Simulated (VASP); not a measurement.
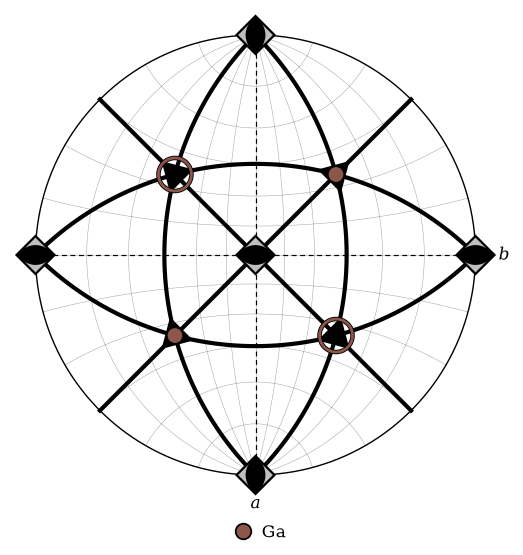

For GaAs, an entry of the Crystallography Open Database, as set up for an electronic-structure calculation: directions from one arsenic atom at (1/4, 1/4, 1/4) to its bonded neighbours, in stereographic projection down c (filled: above the plane of the page or in it, open: below). The drawing is computed from the coordinates (standard cell, symmetry found to 0.002 Å).

Neighbours are counted up to 2.94 Å for Ga. The symmetry elements of the site are drawn in: heavy lines are mirror planes (a heavy rim: a mirror in the plane of the page); lens, triangle, square and hexagon are 2-, 3-, 4- and 6-fold axes, a lens in an open square is −4, a triangle in an open hexagon −6; thin dashed diameters join the ends of axes that lie in the page; a small open circle marks inversion.

```yaml
crystal:
  lattice:
    - [5.65370, 0.00000, 0.00000]
    - [0.00000, 5.65370, 0.00000]
    - [0.00000, 0.00000, 5.65370]
  atoms:
    - { symbol: As, position: [0.25000, 0.25000, 0.25000] }
    - { symbol: Ga, position: [0.00000, 0.00000, 0.00000] }
    - { symbol: As, position: [0.25000, 0.75000, 0.75000] }
    - { symbol: Ga, position: [0.00000, 0.50000, 0.50000] }
    - { symbol: As, position: [0.75000, 0.25000, 0.75000] }
    - { symbol: Ga, position: [0.50000, 0.00000, 0.50000] }
    - { symbol: As, position: [0.75000, 0.75000, 0.25000] }
    - { symbol: Ga, position: [0.50000, 0.50000, 0.00000] }
```

### How many neighbours are there, and at what angles?

4: 4 Ga at 2.45 Å. Angles between bonds: 109° (6×).

### What is the site's symmetry in the crystal?

Point group -43m (Td), order 24: three −4 axes, four threefold axes, six mirror planes. In No. 216, F-43m this is Wyckoff position 4c.
